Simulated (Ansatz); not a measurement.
**PtSe₂: single-point calculation (part 2 of 2)**

PtSe₂ (P-3m1, 3 atoms in the cell); DFT PBE+U, scalar-relativistic, plane waves, PAW, Ueff = 8 eV on Pt atom 1 d, spin-polarised (Ansatz 0.2.0); cutoff 420 eV, 6×6×4 k-mesh, Gaussian smearing of 0.05 eV, collinear spins. The structure derives from an entry of the Crystallography Open Database. It belongs to a series of runs on one base structure; here: from atoms, default search.

Geometry of the input (Å; fractional positions):
```
3.7240  0.0000  0.0000
-1.8620  3.2251  0.0000
0.0000  0.0000  5.0620
Pt 0.0000  0.0000  0.0000
Se 0.3333  0.6667  0.2500
Se 0.6667  0.3333  0.7500
```

**Log, continued**
```
SCF iter   1: F=—  HF=-23456.492740 eV  |F-HF|=—  |Δ(HF+E_count)|=         —  Δρ=3.12e-2 (↑3.09e-2 ↓3.12e-2)  dr2=7.56e-1  dr2_m=2.49e-1  M=0.324 μB ∫|m|=0.777 μB  β_m=0.30  ethr=1.50e-3  ⟨swp⟩=1.0  Hψ=25873  notcnv=0
preconditioner: auto → Kerker (q_TF=auto, 2.641 Å⁻¹)  [metal: Δε(μ)=0.026 eV  Ē_g=12.729 eV  σ=0.050 eV  W_gap=0.28  n_scr=22 (ndim 8)  ℏωp=22.3 eV  f_vac=0.017  D(μ)=1.32/eV (n_scr^D=8)]
spin=Collinear: Kerker preconditioning applied to the charge; magnetization (m = ρ↑ − ρ↓) channel mixes plain (no charge-response kernel on spin).
SCF iter   2: F=—  HF=-23457.467916 eV  |F-HF|=—  |Δ(HF+E_count)|=   9.75e-1  Δρ=2.37e-2 (↑2.30e-2 ↓2.37e-2)  dr2=2.76e-1  dr2_m=1.65e-1  M=0.176 μB ∫|m|=0.682 μB  β_m=0.65  ethr=1.50e-3  ⟨swp⟩=2.0  Hψ=6151  notcnv=0
SCF iter   3: F=—  HF=-23458.696363 eV  |F-HF|=—  |Δ(HF+E_count)|=         —  Δρ=4.77e-3 (↑4.77e-3 ↓4.55e-3)  dr2=2.15e-2  dr2_m=8.99e-3  M=0.044 μB ∫|m|=0.346 μB  β_m=0.65  ethr=5.51e-4  ⟨swp⟩=2.0  Hψ=7446  notcnv=0  defer=293
Mixer restart at iter 3: flushing history
SCF iter   4: F=—  HF=-23458.714131 eV  |F-HF|=—  |Δ(HF+E_count)|=   1.78e-2  Δρ=3.43e-3 (↑3.27e-3 ↓3.43e-3)  dr2=1.11e-2  dr2_m=5.09e-3  M=0.046 μB ∫|m|=0.259 μB  β_m=0.72  ethr=4.30e-5  ⟨swp⟩=2.5  Hψ=9284  notcnv=0  defer=297
SCF iter   5: F=—  HF=-23458.732904 eV  |F-HF|=—  |Δ(HF+E_count)|=   1.88e-2  Δρ=1.63e-3 (↑1.63e-3 ↓1.40e-3)  dr2=1.32e-3  dr2_m=1.15e-3  M=0.039 μB ∫|m|=0.117 μB  β_m=0.73  ethr=2.21e-5  ⟨swp⟩=2.3  Hψ=8645  notcnv=0  defer=297
SCF iter   6: F=—  HF=-23458.736773 eV  |F-HF|=—  |Δ(HF+E_count)|=   3.87e-3  Δρ=8.10e-4 (↑5.93e-4 ↓8.10e-4)  dr2=2.56e-4  dr2_m=1.90e-4  M=0.023 μB ∫|m|=0.038 μB  β_m=0.87  ethr=2.65e-6  ⟨swp⟩=2.0  Hψ=8931  notcnv=0  defer=342
an SCF from ferromagnetic starting moments (3.00, 0.00, 0.00 Bohr magnetons, atom by atom) was given up at its iteration 6, 0.66 meV above the state that the run had reached, since its moments had collapsed: that state stands; the SCF set out from the atoms and, under a Hubbard term, can stand on another filling of the shells than the run's state, so that by this SCF it is not known whether that order lies lower
WARN: the starting moments were not kept: the SCF closed with an absolute magnetisation of 1.3e-6 μB, where they sum to 4 μB in size (1 site). That is at most 0.1 of that sum. Measured as dr2_m measures the in/out step, that magnetisation stands 2.7e-13 eV from none, at or under the dr2_threshold of 1.0e-7 eV: it is no larger than a step whose dr2_m would equal this threshold. The system may hold no moment; this SCF shows only that its start led to no more than that. To try another start: raise the starting moments (crystal.atoms[].spin, magnetization.per_species, magnetization.initial_magnetization, or on a non-collinear deck that types none of these the spinor_matrix: blocks that start its atoms; where the total moment is fixed, keep their sum and leave initial_magnetization as it is; typed ones take the place of any that the run laid by itself, positive ones on a crystal's lanthanoids without a Hubbard term where scf.initial_density.shell_occupations: [] is typed) or, if the notice of its spin-set hold's release reads "site moments contracting" or "site moments show no strong build", lengthen the hold (scf.mixing.spin_hold: { on: { confirm: 4 } }; for m-r²SCAN on two components see the key's manual first). Each may lead to a state that holds a moment. A second SCF, from the converged charge density, with the starting moments and any scf.initial_density.shell_occupations laid on it anew, would have followed, and was not run: the deck does not ask for one (magnetization.retry_lost_moments is false, the default). To let it run, set magnetization.retry_lost_moments: true and run the deck again, where that key's refused combinations let it; where memory then withholds it, that run's warning says so.
SCF converged after 18 iterations
Magnetization: 0.0000 μB (25.0000 up, 25.0000 down)
Absolute magnetization: 0.0000 μB (∫|ρ↑−ρ↓|, with the PAW one-centre terms)
Spin contamination: 0.0000 ħ² per cell (⟨S²⟩ above its minimum at these occupations)
Per-site moments (μB) at R_I (Å): [(4.151407022884062e-7, 1.029120625290356), (1.1850036827483652e-7, 1.029120625290356), (1.1850036796750862e-7, 1.029120625290356)]
Free energy (F): -23458.737437 eV
Harris-Foulkes:  -23458.737437 eV  (|F-HF|=7.28e-12)
Internal energy: -23458.735644 eV  (E = F + TS)
E sigma→0 (E₀):  -23458.736540 eV
Entropy (-TS):   -0.001793 eV (-0.598 meV/atom)
Fermi energy:    12.923963 eV
--- Per-component energies (eV) ---
  E_band       = -978.153546
  E_kinetic    = 879.939321
  E_local      = -6806.033587  (includes V_loc(G=0)·N_el)
  E_nonlocal   = -987.811376
  E_hartree    = 3161.011501
  E_xc         = -471.451159
  E_vxc        = -500.958668  (∫ρ·V_xc dr)
  E_hubbard    = 3.214624  (on-site DFT+U / exact-exchange correction)
  E_vhub       = -29.480749  (the Hubbard potential's part of the band-sum identity)
  E_paw        = -13279.668655  (= ΣΔE_a)
  E_vpaw       = 144.169542  (= ΣTr[D̂ρ^β])
  E_aug_tail   = -0.000983  (compensation charges beyond the density's cutoff)
  E_ewald      = -5957.935330
  E_smearing   = -0.001793  (= −TS)
  E_closure    = 0.000000  (closes the sum)
  Σ components = -23458.737437   (vs F -23458.737437, Δ=0.00e0)
--- Forces (eV/Å), atoms counted from 1 ---
  atom   1  Pt     0.00000000    -0.00000000     0.00000000
  atom   2  Se    -0.00000000    -0.00000000     0.87126743
  atom   3  Se     0.00000000     0.00000000    -0.87126743
  max |Σ_I F_I| component: 6.94e-18 eV/Å
--- Stress (GPa, compression-positive) ---
        9.184998       0.000000      -0.000000
        0.000000       9.184998      -0.000000
       -0.000000      -0.000000       5.908079
  P = ⅓ Tr σ = 8.0927 GPa (80.927 kbar)
--- Band table (eV; the first three rows and the last of 48) ---
  k-point 0 ↑: bands = ["-84.9143", "-39.2632", "-39.2632", "-39.1564", "-35.5650", "-35.5650", "-35.5610", "-35.5610", "-35.5603", "-35.5603", "-35.5570", "-35.5561", "-35.5556", "-35.5556", "-2.5254", "0.2484", "4.5786", "5.3379", "5.3379", "6.7673", "6.7673", "9.2351", "12.1408", "12.1408", "13.5273", "14.3421", "14.3421", "16.9058", "17.5379", "20.6844", "20.6844", "25.2419", "25.6926"]
  k-point 1 ↑: bands = ["-84.9144", "-39.2632", "-39.2632", "-39.1564", "-35.5645", "-35.5645", "-35.5611", "-35.5611", "-35.5600", "-35.5600", "-35.5570", "-35.5563", "-35.5563", "-35.5560", "-2.3066", "-0.2688", "5.0874", "5.3576", "5.3576", "6.7457", "6.7457", "9.4965", "11.8881", "11.8881", "12.3324", "14.7973", "14.7973", "17.4048", "18.6869", "20.4928", "20.4928", "23.6474", "23.9003"]
  k-point 2 ↑: bands = ["-84.9144", "-39.2632", "-39.2632", "-39.1564", "-35.5640", "-35.5640", "-35.5605", "-35.5605", "-35.5603", "-35.5603", "-35.5571", "-35.5571", "-35.5571", "-35.5559", "-1.9569", "-0.8647", "5.3775", "5.3775", "5.5620", "6.7244", "6.7244", "10.1856", "10.9245", "11.6842", "11.6842", "15.2467", "15.2467", "18.1731", "19.6569", "20.2007", "20.2007", "22.2954", "22.8764"]
  k-point 23 ↓: bands = ["-84.9141", "-39.2709", "-39.2709", "-39.1560", "-35.5630", "-35.5626", "-35.5626", "-35.5607", "-35.5597", "-35.5587", "-35.5587", "-35.5580", "-35.5554", "-35.5554", "-0.7261", "-0.7261", "5.2269", "5.2269", "6.5727", "7.1754", "7.7877", "7.7877", "9.0500", "9.4416", "9.4416", "15.0053", "15.0053", "19.9823", "20.5564", "20.5564", "20.8324", "23.4607", "23.4607"]
Occupation matrices written to [file]
--- Löwdin populations: 3 sites ---
  site symbol       q [e]    m [muB]
     0     Pt     17.6864     0.0000
     1     Se     16.0653     0.0000
     2     Se     16.0653     0.0000
  spilling = 0.003659 (of n_electrons = 50.000000)
--- Occupation matrices: 1 shell (run DFT+U table (all-electron-ortho-atomic); ε = 2.14e-5) ---
  Pt0 d_5D: site group D3d (-3m)
  Pt0 d_5D up     Tr n = 4.4887  λ = 0.767 0.767 0.984 0.986 0.986  [2× xz 0.31 Eg(1.00) | z2 1.00 A1g(1.00) | 2× x2-y2 0.31 Eg(1.00)]
  Pt0 d_5D dn     Tr n = 4.4887  λ = 0.767 0.767 0.984 0.986 0.986  [2× xz 0.31 Eg(1.00) | z2 1.00 A1g(1.00) | 2× x2-y2 0.31 Eg(1.00)]
  Tr n, λ and their labels are of the run-group-symmetrised matrices; stabiliser: 24 of 24 elements of G0×{1,Θ} (closed), max defect 4.4e-7 at τ = 4.5e-6
```

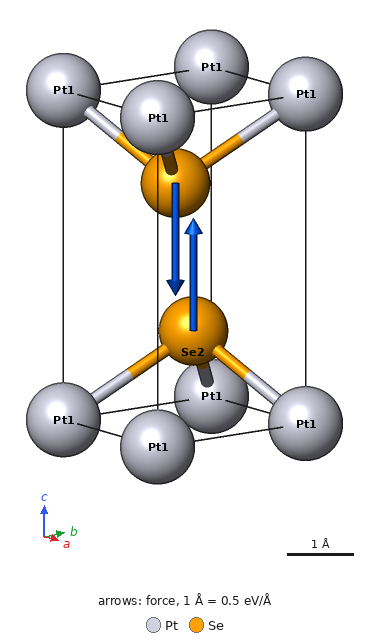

Forces on the atoms as blue arrows (ball-and-stick view of the cell of the calculation, seen slightly off an axis; atoms are numbered from 1 in the order of the input). The largest act on Se2, Se3 (0.87 eV/Å). The geometry is not a stationary point of this energy.

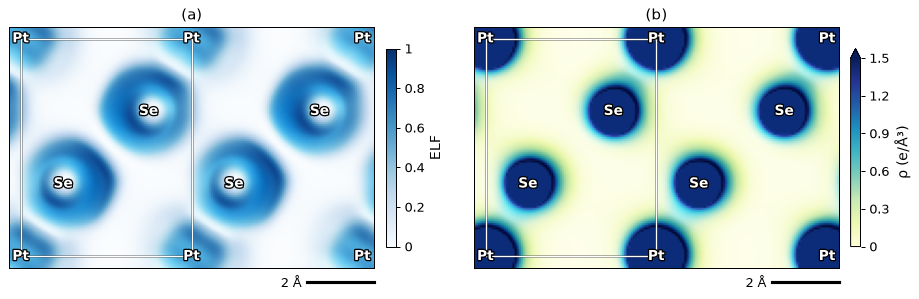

(a) ELF; (b) valence charge density (pseudo) on the (110) plane of the conventional cell. The plane passes through Pt and Se nuclei. Pt–Se (2.49 Å): ρ at the midpoint is about 0.59 e/Å³; the ELF is about 0.45 at the midpoint. Away from the nuclei the density in this plane falls to 0.02 e/Å³ at its lowest. The strong features right at Pt lie inside the PAW spheres (semicore, d or f shells) and say nothing about bonding. Core electrons are frozen (PAW), so the fields are smoothed inside the atomic spheres.

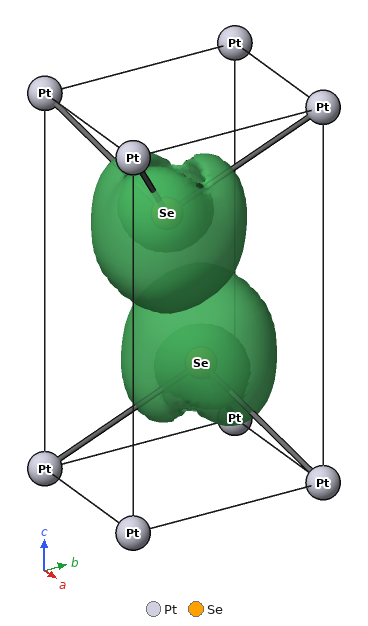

Isosurface of the ELF at 0.7 (green), seen slightly off an axis. Only the valence region is drawn (cores and ρ < 0.01 e/Å³ removed). Sticks mark near contacts. The outline is the cell set on symmetry axes. Along the contacts the grid gives the following. Pt–Se (2.49 Å): the ELF is about 0.45 at the midpoint.
